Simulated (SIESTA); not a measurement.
## Energy of NiO2 along an even scaling of the cell

System: NiO2 (P-3m1, 3 atoms in the cell).
Method: Kohn-Sham DFT of a periodic cell, LDA, PseudoDojo 0.4 standard, converted to PSML, spin-polarised (SIESTA 5.4.2).

The 7 runs differ only in the geometry, by an even scaling of the cell at fixed fractional positions. The structure derives from a Materials Project entry.

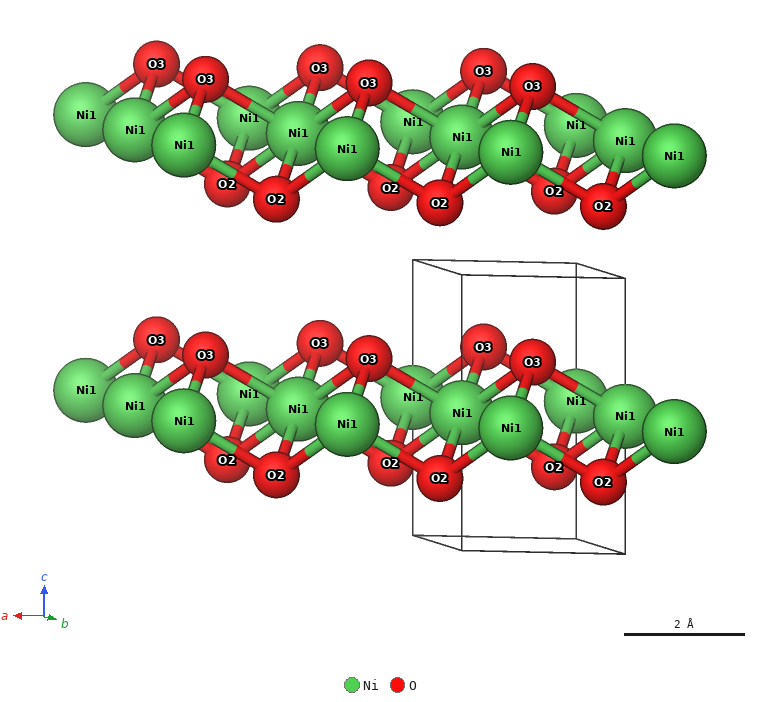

Figure 1. The structure of run 4 (ball-and-stick view of the cell of the calculation, repeated 3 × 2 × 2, seen at an oblique angle; atoms are numbered from 1 in the order of the input). An atom can appear more than once, as a periodic image.

**Input of run 4**
```
SystemName                      NiO2
SystemLabel                     NiO2
NumberOfSpecies                 2
NumberOfAtoms                   3
%block ChemicalSpeciesLabel
  1  28 Ni
  2   8 O
%endblock ChemicalSpeciesLabel

LatticeConstant                 1.0 Ang
%block LatticeVectors
     2.7987818650     0.0000000000     0.0000000000
    -1.3993909325     2.4238161948     0.0000000000
     0.0000000000     0.0000000000     4.6182730000
%endblock LatticeVectors
AtomicCoordinatesFormat         Fractional
%block AtomicCoordinatesAndAtomicSpecies
     0.0000000000     0.0000000000     0.5000000000  1  Ni
     0.3333333333     0.6666666667     0.2939610000  2  O
     0.6666666667     0.3333333333     0.7060390000  2  O
%endblock AtomicCoordinatesAndAtomicSpecies

%block kgrid.MonkhorstPack
    8   0   0  0.0
    0   8   0  0.0
    0   0   4  0.0
%endblock kgrid.MonkhorstPack
XC.Functional                   LDA
XC.Authors                      PW92
PAO.BasisSize                   DZP
PAO.EnergyShift                 0.003 Ry
Mesh.Cutoff                     800 Ry
Spin                            polarized
%block DM.InitSpin
    1   1.000
    2   0.000
    3   0.000
%endblock DM.InitSpin
OccupationFunction              FD
ElectronicTemperature           0.05 eV
MaxSCFIterations                200
SCF.MustConverge                false
SCF.Mixer.Method                Pulay
SCF.Mixer.Weight                0.1
SCF.Mixer.History               10
SCF.DM.Tolerance                5.0e-05
SCF.H.Tolerance                 1.0e-03 eV
WriteForces                     true
Charge.Mulliken                 end
%block PAO.Basis
  Ni 5
  n=3 0 2
    2.442 0.000
  n=4 0 2
    7.025 0.000
  n=3 1 2
    2.721 0.000
  n=4 1 1
    7.025
  n=3 2 2
    4.458 0.000
%endblock PAO.Basis
```

Command:
```bash
siesta < NiO2.fdf > NiO2.out 2>&1
```

Run 3 differs from it as follows:
```diff
-     2.7987818650     0.0000000000     0.0000000000
-    -1.3993909325     2.4238161948     0.0000000000
-     0.0000000000     0.0000000000     4.6182730000
+     2.7799975281     0.0000000000     0.0000000000
+    -1.3899987641     2.4075484819     0.0000000000
+     0.0000000000     0.0000000000     4.5872769453
```

**Results, with one run withheld**

```csv
run,volume per atom (Å³),"free energy per atom, from the lowest run given (meV)",pressure (GPa),gap on the mesh (eV)
1,9.816,2.51,4.41,0.86
2,10.025,0.00,−0.51,0.83
3,10.234,?,?,?
4,10.443,12.48,−8.75,0.79
5,10.652,26.14,−12.14,0.77
6,10.861,44.00,−15.20,0.75
7,11.070,65.63,−17.93,0.73
```

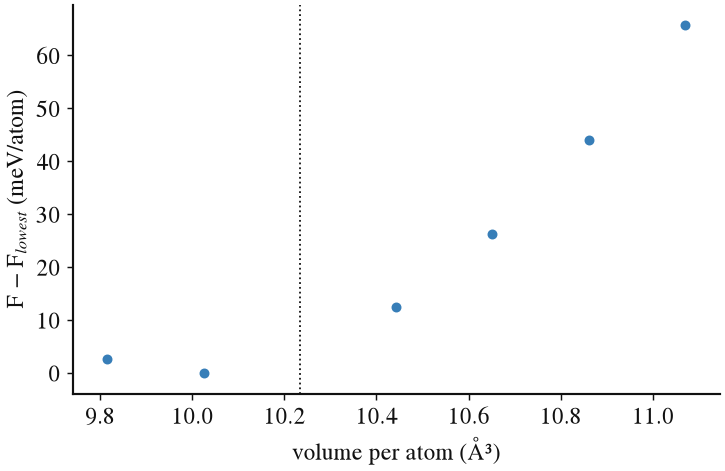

Figure 2. Free energy per atom of the runs given; the dotted line marks run 3.

What should run 3 give?

A cubic polynomial in V^(−2/3) (the Birch–Murnaghan form), fitted to the 6 runs given, misses them by at most 0.01 meV per atom. With x = V^(−2/3) − 0.20905 Å⁻², it reads F = 13.539 − 4245.1 x + 3.2825e+05 x² + 6.0713e+05 x³ (meV per atom). At run 3 it gives 3.56 meV per atom, and the run itself gives 3.56. The slope of the fit gives a pressure −dF/dV of −4.86 GPa there, and the run prints −4.86 GPa. The fit has its minimum at 10.003 Å³ per atom, where V d²F/dV² gives 224 GPa. Cell shape and fractional positions are held, so this is the stiffness under even scaling; the relaxed bulk modulus wasn't computed and can be far lower in a crystal of layers, chains or molecules like this one. The gap on the mesh goes, without turning, from 0.86 eV in run 1 to 0.73 eV in run 7; run 3 has 0.81 eV. These are gaps of this functional on this mesh, which can miss the band edges; they aren't the measured gap.

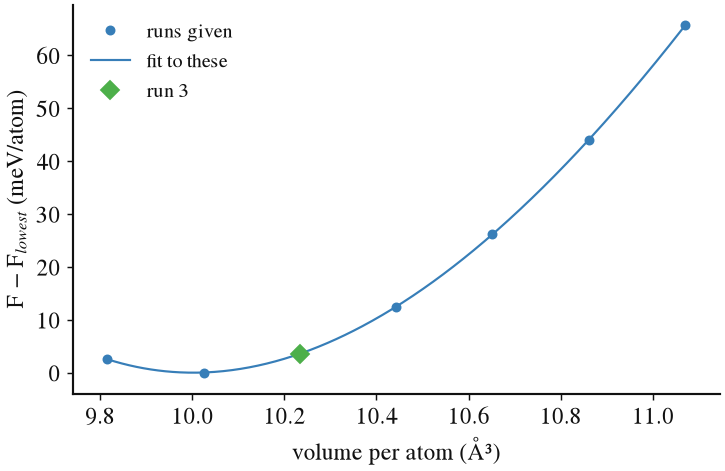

Figure 3. The fit and the withheld run.

**Some lines of the output (run 3)**
```
[...]
outcell: Cell volume (Ang**3)        :     30.7025
stepf: Fermi-Dirac step function
siesta: Etot    =     -5431.296545
siesta: FreeEng =     -5431.297055
        iscf     Eharris(eV)        E_KS(eV)     FreeEng(eV)     dDmax    Ef(eV) dHmax(eV)
siesta: E_KS(eV) =            -5457.5685
siesta: E_KS - E_eggbox =     -5457.5685
siesta: Etot    =     -5457.568547
siesta: FreeEng =     -5457.568564
siesta:         Fermi =      -6.553066
siesta: Cell volume =         30.702547 Ang**3
    Orbital volume contribution        =           1.287476 eV
```

Notes: Points of doubt noted for this run: mulliken charges of long orbitals. Semilocal DFT without U tends to delocalise the d electrons of such compounds and to underestimate the gap. With a small basis of atomic orbitals these values can differ much from converged plane-wave results.
